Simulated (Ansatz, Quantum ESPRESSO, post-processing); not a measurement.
# Charging silicene, 1 layer, part 3 of 5

Aim: potential against charge for silicene, 1 layer facing a metal electrode, and the capacitance that follows.

Quantum ESPRESSO 7.5; plane-wave DFT, PBE, GBRV ultrasoft pseudopotentials; geometry by Ansatz 0.2.0 with PAW datasets.

So far. Step 3 (SCF with pw.x: charge -0.0389 e): Gauss's law asks for a slope of 180.95 q/A = -0.543 eV/Å in the gap; the run gives -0.541. Step 4 (Ground state: charge -0.0195 e): The electrode's potential over the Fermi level goes from 2.407 to 3.438 eV, the far face's from 4.330 to 4.409 eV.

### Step 5. Ground state

q2.in reads:

```
&control
  prefix = 'q2'
  outdir = './out'
  pseudo_dir = './pseudo'
  calculation = 'scf'
  tprnfor = .true.
/
&system
  ibrav = 0
  nat = 2
  ntyp = 1
  ecutwfc = 40
  ecutrho = 200
  occupations = 'smearing'
  smearing = 'fd'
  degauss = 0.004
  assume_isolated = 'esm'
  esm_bc = 'bc3'
  tot_charge = 0.0
/
&electrons
  conv_thr = 1e-08
  mixing_beta = 0.4
  electron_maxstep = 120
  mixing_mode = 'local-TF'
  startingpot = 'file'
/
ATOMIC_SPECIES
  Si  28.0850  si_pbe_v1.uspp.F.UPF
CELL_PARAMETERS angstrom
  3.86999999997357 0.00000000000000 0.00000000000000
  -1.93499999998679 3.35151831262289 0.00000000000000
  0.00000000000000 0.00000000000000 16.45000000000000
ATOMIC_POSITIONS crystal
  Si  0.666666666667 0.333333333333 0.168693009069
  Si  0.333333333333 0.666666666667 0.196048632269
K_POINTS automatic
  54 54 1 0 0 0
```

Run with:

```console
cp -r out/q1.save out/q2.save
OMP_NUM_THREADS=1 mpirun -n 4 pw.x -nk 4 -in q2.in > q2.out
```

What it wrote:

```text
[banner, memory and clock lines left out]
Program PWSCF v.7.5 starts
[...]
Message from routine setup:
[...]
number of electrons       =         8.00
     number of Kohn-Sham states=            8
     kinetic-energy cutoff     =      40.0000  Ry
     charge density cutoff     =     200.0000  Ry
[...]
number of k points=   271  Fermi-Dirac smearing, width (Ry)=  0.0040
[...]
Dense  grid:    68959 G-vectors     FFT dimensions: (  36,  36, 144)
[...]
The initial density is read from file :
[...]
negative rho (up, down):  7.457E-04 0.000E+00
     Starting wfcs are    8 randomized atomic wfcs
[...]
negative rho (up, down):  8.614E-04 0.000E+00
[...]
estimated scf accuracy    <       0.00255463 Ry
[...]
negative rho (up, down):  1.088E-03 0.000E+00
[...]
estimated scf accuracy    <       0.00125709 Ry
[...]
negative rho (up, down):  9.629E-04 0.000E+00
[...]
estimated scf accuracy    <       0.00013149 Ry
[...]
negative rho (up, down):  8.301E-04 0.000E+00
[...]
estimated scf accuracy    <       0.00009304 Ry
[...]
negative rho (up, down):  4.680E-04 0.000E+00
[...]
estimated scf accuracy    <       0.00006452 Ry
[...]
negative rho (up, down):  4.070E-04 0.000E+00
[...]
estimated scf accuracy    <       0.00003307 Ry
[...]
negative rho (up, down):  3.960E-04 0.000E+00
[...]
estimated scf accuracy    <       0.00001752 Ry
[...]
negative rho (up, down):  5.223E-04 0.000E+00
[...]
estimated scf accuracy    <       0.00000681 Ry
[...]
negative rho (up, down):  5.735E-04 0.000E+00
[...]
estimated scf accuracy    <       0.00000223 Ry
[...]
negative rho (up, down):  7.005E-04 0.000E+00
[...]
estimated scf accuracy    <       0.00000053 Ry
[...]
negative rho (up, down):  7.330E-04 0.000E+00
[...]
estimated scf accuracy    <       0.00000026 Ry
[...]
negative rho (up, down):  7.564E-04 0.000E+00
[...]
estimated scf accuracy    <       0.00000008 Ry
[...]
negative rho (up, down):  7.453E-04 0.000E+00
[...]
estimated scf accuracy    <       0.00000006 Ry
[...]
negative rho (up, down):  7.579E-04 0.000E+00
[...]
estimated scf accuracy    <       0.00000004 Ry
[...]
negative rho (up, down):  7.621E-04 0.000E+00
[...]
the Fermi energy is    -4.6005 ev
!    total energy              =     -19.09946816 Ry
     estimated scf accuracy    <          8.6E-09 Ry
     smearing contrib. (-TS)   =      -0.00004455 Ry
     internal energy E=F+TS    =     -19.09942361 Ry
[...]
one-electron contribution =    -313.30551124 Ry
     hartree contribution      =     157.07283198 Ry
     xc contribution           =      -8.45667707 Ry
     ewald contribution        =     145.58993272 Ry
     convergence has been achieved in  15 iterations
     negative rho (up, down):  7.621E-04 0.000E+00
[...]
Total force =     0.000128     Total SCF correction =     0.000114
[...]
```

Run time: 2.7 min. Hardware: 4 MPI ranks of Arm Neoverse V2, shared host; peak memory 0.54 GiB.

Numbers from this step:

| Quantity | Value |
| --- | --- |
| Fermi energy | -4.601 eV |
| vacuum line at the lower end of the cell, over the Fermi level | 4.603 eV |
| slope of the potential above | 7.63e-4 eV/Å |
| vacuum line at the upper end of the cell, over the Fermi level | 4.601 eV |

The run needed 15 iterations to bring the estimated error under 1e-08 Ry.

The electrode's potential over the Fermi level goes from 3.438 to 4.601 eV, the far face's from 4.409 to 4.603 eV.

### Step 6. Self-consistent run: charge 0.0195 e

q3.in, as its differences from the input of step 5:

```diff
@@ -1,3 +1,3 @@
 &control
-  prefix = 'q2'
+  prefix = 'q3'
   outdir = './out'
@@ -18,3 +18,3 @@
   esm_bc = 'bc3'
-  tot_charge = 0.0
+  tot_charge = 0.0195
 /
```

Run with:

```console
cp -r out/q2.save out/q3.save
OMP_NUM_THREADS=1 mpirun -n 4 pw.x -nk 4 -in q3.in > q3.out
```

What it wrote:

```text
[banner, memory and clock lines left out]
Program PWSCF v.7.5 starts
[...]
Message from routine setup:
[...]
number of electrons       =         7.98
     number of Kohn-Sham states=            8
     kinetic-energy cutoff     =      40.0000  Ry
     charge density cutoff     =     200.0000  Ry
[...]
number of k points=   271  Fermi-Dirac smearing, width (Ry)=  0.0040
[...]
Dense  grid:    68959 G-vectors     FFT dimensions: (  36,  36, 144)
[...]
The initial density is read from file :
[...]
negative rho (up, down):  7.603E-04 0.000E+00
     Starting wfcs are    8 randomized atomic wfcs
[...]
negative rho (up, down):  8.637E-04 0.000E+00
[...]
estimated scf accuracy    <       0.00235812 Ry
[...]
negative rho (up, down):  1.048E-03 0.000E+00
[...]
estimated scf accuracy    <       0.00117502 Ry
[...]
negative rho (up, down):  9.185E-04 0.000E+00
[...]
estimated scf accuracy    <       0.00011243 Ry
[...]
negative rho (up, down):  7.827E-04 0.000E+00
[...]
estimated scf accuracy    <       0.00009164 Ry
[...]
negative rho (up, down):  4.569E-04 0.000E+00
[...]
estimated scf accuracy    <       0.00006321 Ry
[...]
negative rho (up, down):  4.028E-04 0.000E+00
[...]
estimated scf accuracy    <       0.00003215 Ry
[...]
negative rho (up, down):  4.040E-04 0.000E+00
[...]
estimated scf accuracy    <       0.00001797 Ry
[...]
negative rho (up, down):  5.180E-04 0.000E+00
[...]
estimated scf accuracy    <       0.00000630 Ry
[...]
negative rho (up, down):  6.428E-04 0.000E+00
[...]
estimated scf accuracy    <       0.00000222 Ry
[...]
negative rho (up, down):  6.885E-04 0.000E+00
[...]
estimated scf accuracy    <       0.00000061 Ry
[...]
negative rho (up, down):  7.491E-04 0.000E+00
[...]
estimated scf accuracy    <       0.00000043 Ry
[...]
negative rho (up, down):  7.559E-04 0.000E+00
[...]
estimated scf accuracy    <       0.00000035 Ry
[...]
negative rho (up, down):  7.604E-04 0.000E+00
[...]
estimated scf accuracy    <       0.00000017 Ry
[...]
negative rho (up, down):  7.718E-04 0.000E+00
[...]
estimated scf accuracy    <       0.00000011 Ry
[...]
negative rho (up, down):  7.719E-04 0.000E+00
[...]
estimated scf accuracy    <       0.00000001 Ry
[...]
negative rho (up, down):  7.752E-04 0.000E+00
[...]
the Fermi energy is    -5.7847 ev
!    total energy              =     -19.09198577 Ry
     estimated scf accuracy    <          1.0E-09 Ry
     smearing contrib. (-TS)   =      -0.00010927 Ry
     internal energy E=F+TS    =     -19.09187651 Ry
[...]
one-electron contribution =    -312.72958285 Ry
     hartree contribution      =     156.49514360 Ry
     xc contribution           =      -8.44736997 Ry
     ewald contribution        =     145.58993272 Ry
     convergence has been achieved in  16 iterations
     negative rho (up, down):  7.752E-04 0.000E+00
[...]
Total force =     0.000168     Total SCF correction =     0.000046
[...]
```

Elapsed: 2.7 min, on 4 MPI ranks; peak memory 0.54 GiB; 11 min of CPU time.

Read from the output:

```
Fermi energy                                                   : -5.785 eV
vacuum line at the lower end of the cell, over the Fermi level : 4.804 eV
slope of the potential above                                   : 0.2726 eV/Å
vacuum line at the upper end of the cell, over the Fermi level : 5.785 eV
```

The electrode's potential over the Fermi level goes from 4.601 to 5.785 eV, the far face's from 4.603 to 4.804 eV.

### Step 7. Self-consistent run: charge 0.0389 e

q4.in, as its differences from the input of step 6:

```diff
@@ -1,3 +1,3 @@
 &control
-  prefix = 'q3'
+  prefix = 'q4'
   outdir = './out'
@@ -18,3 +18,3 @@
   esm_bc = 'bc3'
-  tot_charge = 0.0195
+  tot_charge = 0.0389
 /
```

Run with:

```console
cp -r out/q3.save out/q4.save
OMP_NUM_THREADS=1 mpirun -n 4 pw.x -nk 4 -in q4.in > q4.out
```

What it wrote:

```text
[banner, memory and clock lines left out]
Program PWSCF v.7.5 starts
[...]
Message from routine setup:
[...]
number of electrons       =         7.96
     number of Kohn-Sham states=            8
     kinetic-energy cutoff     =      40.0000  Ry
     charge density cutoff     =     200.0000  Ry
[...]
number of k points=   271  Fermi-Dirac smearing, width (Ry)=  0.0040
[...]
Dense  grid:    68959 G-vectors     FFT dimensions: (  36,  36, 144)
[...]
The initial density is read from file :
[...]
negative rho (up, down):  7.733E-04 0.000E+00
     Starting wfcs are    8 randomized atomic wfcs
[...]
negative rho (up, down):  8.732E-04 0.000E+00
[...]
estimated scf accuracy    <       0.00219747 Ry
[...]
negative rho (up, down):  1.026E-03 0.000E+00
[...]
estimated scf accuracy    <       0.00111938 Ry
[...]
negative rho (up, down):  9.032E-04 0.000E+00
[...]
estimated scf accuracy    <       0.00010448 Ry
[...]
negative rho (up, down):  7.638E-04 0.000E+00
[...]
estimated scf accuracy    <       0.00008955 Ry
[...]
negative rho (up, down):  4.736E-04 0.000E+00
[...]
estimated scf accuracy    <       0.00006034 Ry
[...]
negative rho (up, down):  4.222E-04 0.000E+00
[...]
estimated scf accuracy    <       0.00003073 Ry
[...]
negative rho (up, down):  4.322E-04 0.000E+00
[...]
estimated scf accuracy    <       0.00001654 Ry
[...]
negative rho (up, down):  5.749E-04 0.000E+00
[...]
estimated scf accuracy    <       0.00000319 Ry
[...]
negative rho (up, down):  6.606E-04 0.000E+00
[...]
estimated scf accuracy    <       0.00000286 Ry
[...]
negative rho (up, down):  7.294E-04 0.000E+00
[...]
estimated scf accuracy    <       0.00000035 Ry
[...]
negative rho (up, down):  7.265E-04 0.000E+00
[...]
estimated scf accuracy    <       0.00000014 Ry
[...]
negative rho (up, down):  7.732E-04 0.000E+00
[...]
estimated scf accuracy    <       0.00000017 Ry
[...]
negative rho (up, down):  7.801E-04 0.000E+00
[...]
estimated scf accuracy    <       0.00000003 Ry
[...]
negative rho (up, down):  7.817E-04 0.000E+00
[...]
estimated scf accuracy    <       0.00000001 Ry
[...]
negative rho (up, down):  7.866E-04 0.000E+00
[...]
the Fermi energy is    -6.8591 ev
!    total energy              =     -19.08296053 Ry
     estimated scf accuracy    <          4.4E-09 Ry
     smearing contrib. (-TS)   =      -0.00016148 Ry
     internal energy E=F+TS    =     -19.08279905 Ry
[...]
one-electron contribution =    -312.15147080 Ry
     hartree contribution      =     155.91668786 Ry
     xc contribution           =      -8.43794882 Ry
     ewald contribution        =     145.58993272 Ry
     convergence has been achieved in  15 iterations
     negative rho (up, down):  7.866E-04 0.000E+00
[...]
Total force =     0.000321     Total SCF correction =     0.000120
[...]
```

Elapsed: 2.6 min, on 4 MPI ranks; peak memory 0.7 GiB; 10 min of CPU time.

Numbers from this step:

- Fermi energy: -6.859 eV
- vacuum line at the lower end of the cell, over the Fermi level: 4.893 eV
- slope of the potential above: 0.5430 eV/Å
- vacuum line at the upper end of the cell, over the Fermi level: 6.859 eV

The electrode's potential over the Fermi level goes from 5.785 to 6.859 eV, the far face's from 4.804 to 4.893 eV.

### Step 8. Self-consistent run: charge 0.0778 e

q5.in, as its differences from the input of step 7:

```diff
@@ -1,3 +1,3 @@
 &control
-  prefix = 'q4'
+  prefix = 'q5'
   outdir = './out'
@@ -18,3 +18,3 @@
   esm_bc = 'bc3'
-  tot_charge = 0.0389
+  tot_charge = 0.0778
 /
```

Run with:

```console
cp -r out/q4.save out/q5.save
OMP_NUM_THREADS=1 mpirun -n 4 pw.x -nk 4 -in q5.in > q5.out
```

What it wrote:

```text
[banner, memory and clock lines left out]
Program PWSCF v.7.5 starts
[...]
Message from routine setup:
[...]
number of electrons       =         7.92
     number of Kohn-Sham states=            8
     kinetic-energy cutoff     =      40.0000  Ry
     charge density cutoff     =     200.0000  Ry
[...]
number of k points=   271  Fermi-Dirac smearing, width (Ry)=  0.0040
[...]
Dense  grid:    68959 G-vectors     FFT dimensions: (  36,  36, 144)
[...]
The initial density is read from file :
[...]
negative rho (up, down):  7.828E-04 0.000E+00
     Starting wfcs are    8 randomized atomic wfcs
[...]
negative rho (up, down):  8.477E-04 0.000E+00
[...]
estimated scf accuracy    <       0.00812270 Ry
[...]
negative rho (up, down):  1.308E-03 0.000E+00
[...]
estimated scf accuracy    <       0.00420039 Ry
[...]
negative rho (up, down):  1.057E-03 0.000E+00
[...]
estimated scf accuracy    <       0.00041620 Ry
[...]
negative rho (up, down):  8.956E-04 0.000E+00
[...]
estimated scf accuracy    <       0.00015389 Ry
[...]
negative rho (up, down):  3.186E-04 0.000E+00
[...]
estimated scf accuracy    <       0.00013859 Ry
[...]
negative rho (up, down):  3.063E-04 0.000E+00
[...]
estimated scf accuracy    <       0.00004925 Ry
[...]
negative rho (up, down):  3.893E-04 0.000E+00
[...]
estimated scf accuracy    <       0.00003070 Ry
[...]
negative rho (up, down):  5.364E-04 0.000E+00
[...]
estimated scf accuracy    <       0.00000728 Ry
[...]
negative rho (up, down):  7.042E-04 0.000E+00
[...]
estimated scf accuracy    <       0.00000203 Ry
[...]
negative rho (up, down):  7.598E-04 0.000E+00
[...]
estimated scf accuracy    <       0.00000452 Ry
[...]
negative rho (up, down):  7.668E-04 0.000E+00
[...]
estimated scf accuracy    <       0.00000084 Ry
[...]
negative rho (up, down):  7.891E-04 0.000E+00
[...]
estimated scf accuracy    <       0.00000020 Ry
[...]
negative rho (up, down):  7.991E-04 0.000E+00
[...]
estimated scf accuracy    <       0.00000010 Ry
[...]
negative rho (up, down):  8.022E-04 0.000E+00
[...]
estimated scf accuracy    <       0.00000001 Ry
[...]
negative rho (up, down):  8.017E-04 0.000E+00
[...]
estimated scf accuracy    <       0.00000001 Ry
[...]
negative rho (up, down):  8.080E-04 0.000E+00
[...]
the Fermi energy is    -8.9706 ev
!    total energy              =     -19.06031678 Ry
     estimated scf accuracy    <          2.0E-09 Ry
     smearing contrib. (-TS)   =      -0.00024191 Ry
     internal energy E=F+TS    =     -19.06007487 Ry
[...]
one-electron contribution =    -310.97518497 Ry
     hartree contribution      =     154.74383694 Ry
     xc contribution           =      -8.41865955 Ry
     ewald contribution        =     145.58993272 Ry
     convergence has been achieved in  16 iterations
     negative rho (up, down):  8.080E-04 0.000E+00
[...]
Total force =     0.001208     Total SCF correction =     0.000032
[...]
```

Wall time 2.7 min (4 MPI ranks); peak memory 0.59 GiB; 11 min of CPU time.

This step gave:

- Fermi energy: -8.971 eV
- vacuum line at the lower end of the cell, over the Fermi level: 4.994 eV
- slope of the potential above: 1.085 eV/Å
- vacuum line at the upper end of the cell, over the Fermi level: 8.970 eV

The electrode's potential over the Fermi level goes from 6.859 to 8.970 eV, the far face's from 4.893 to 4.994 eV.

Gauss's law asks for a slope of 180.95 q/A = 1.085 eV/Å in the gap; the run gives 1.085.

Each curve counts from the Fermi level of its own run.

The runs together. Potential energy against z:

```csv
z (Å),potential at -0.0389 e (eV),potential at -0.0195 e (eV),potential at 0 e (eV),potential at 0.0195 e (eV),potential at 0.0389 e (eV),potential at 0.0778 e (eV)
-7.5,4.33,4.41,4.60,4.80,4.89,4.99
-5.0,4.33,4.41,4.60,4.80,4.89,4.99
-2.5,4.33,4.41,4.60,4.80,4.89,4.99
0.0,4.31,4.39,4.58,4.78,4.87,4.97
2.5,-9.06,-8.99,-8.81,-8.61,-8.53,-8.44
5.0,3.72,3.92,4.25,4.59,4.81,5.22
7.5,2.80,3.63,4.60,5.59,6.46,8.18
```

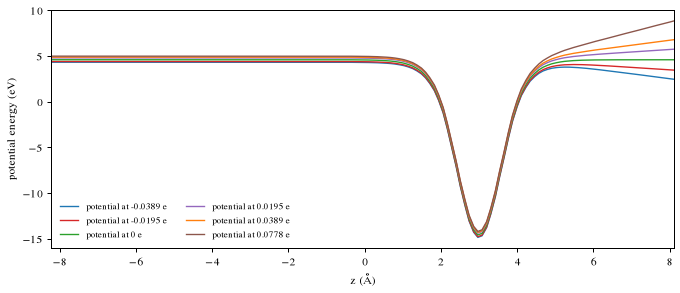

Potential energy, plotted against z.

### Step 9. Potential against charge, and the capacitance

This step gave:

- mean capacitance (straight-line fit): 2.176 μF/cm²
- effective gap ε₀/C: 4.070 Å

Table of electrode's potential less the Fermi level by charge of the slab:

```csv
charge of the slab (1e13 e/cm²),electrode's potential less the Fermi level (eV)
-3.00,2.41
-1.50,3.44
0.00,4.60
1.50,5.78
3.00,6.86
6.00,8.97
```

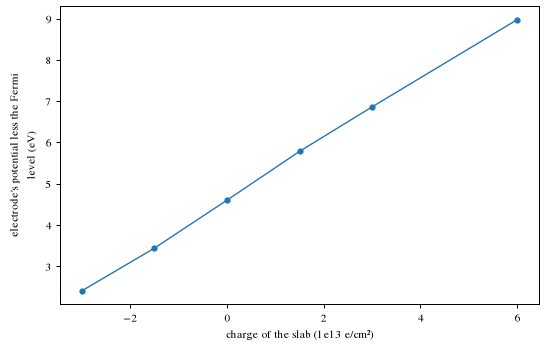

Electrode's potential less the Fermi level, plotted against charge of the slab.

Table of differential capacitance by charge of the slab:

```csv
charge of the slab (1e13 e/cm²),differential capacitance (μF/cm²)
-2.25,2.32
-0.75,2.07
0.75,2.03
2.25,2.23
4.50,2.28
```

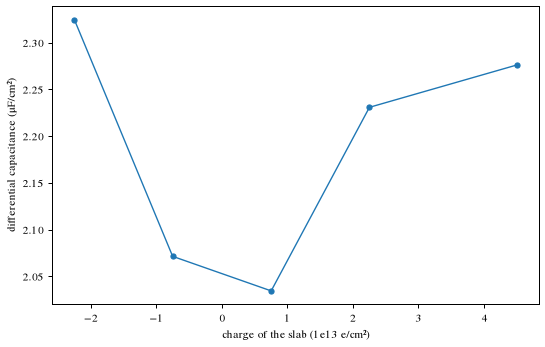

Differential capacitance, plotted against charge of the slab.

(Part 3 of 5 ends here.)

[Logs are printed without paths, hosts, clocks, repeated set-up lines and the standing remarks that a program may print on its own settings, such as how far it seeks lower states.]

[Hosts, paths, dates, database ids (printed as entryN), source tags and the programs' standing remarks are cut or masked in the printed files.]

[Maps of the electrostatic potential energy from Ansatz leave out the sawtooth potential of an applied field or a dipole correction, so their vacuum need not be flat; planar profiles and work functions include it.]
